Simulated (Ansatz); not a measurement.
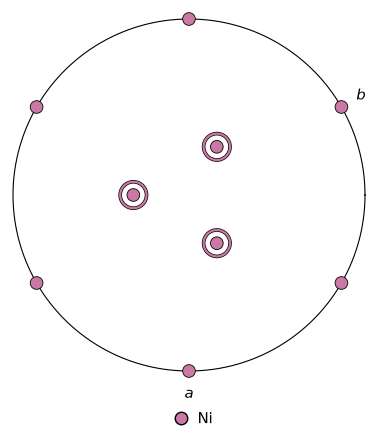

Directions from one nickel atom at (2/3, 1/3, 3/4) to its bonded neighbours, in stereographic projection down c (filled: above the plane of the page or in it, open: below). Crystal: Ni, coordinates from a relaxation with DFT, revPBE, plane waves (420 eV) with PAW, scalar-relativistic in Ansatz 0.2.0; the starting structure was generated, so it need not be a known form of this composition. The drawing is computed from the coordinates (standard cell, symmetry found to 0.002 Å).

Neighbours are counted up to 2.80 Å for Ni.

```
CELL_PARAMETERS angstrom
2.50273 0.00000 0.00000
-1.25136 2.16743 0.00000
0.00000 0.00000 4.11250
ATOMIC_POSITIONS crystal
Ni 0.66667 0.33333 0.75000
Ni 0.33333 0.66667 0.25000
```

> How many neighbours are there, and at what angles?

12: 6 Ni at 2.50 Å, 6 Ni at 2.51 Å. Angles between bonds: 60° (24×), 90° (12×), 110° (3×), 120° (18×), 147° (6×), 180° (3×).

> What is the site's symmetry in the crystal?

Point group -6m2 (D3h), order 12: one −6 axis, three twofold axes, four mirror planes. In P6₃/mmc (No. 194) this is Wyckoff position 2c.
